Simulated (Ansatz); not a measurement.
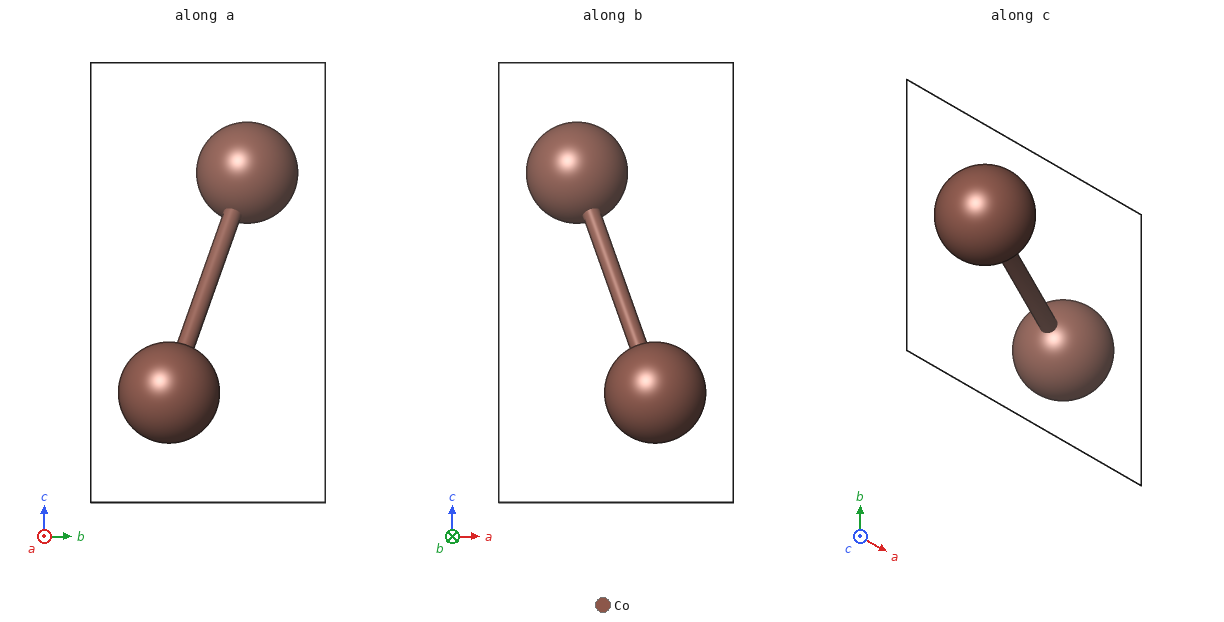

The crystal in a ball-and-stick representation, seen along the a axis, along the b axis and along the c axis. The edges of the conventional unit cell are marked.

Lattice parameters: a = 2.463 Å, b = 2.463 Å, c = 3.998 Å, α = 90.00°, β = 90.00°, γ = 120.00°.

### Express the structure as a table of Wyckoff sites.

Space group P6_3/mmc (No. 194).
```
atom  site       x       y       z
  Co    2d  0.3333  0.6667  0.7500
```

The model was built from the standard structure of this element. The cell was then strained or its atoms displaced on purpose. It was relaxed at fixed volume with DFT r2SCAN, scalar-relativistic, plane waves, PAW in Ansatz.
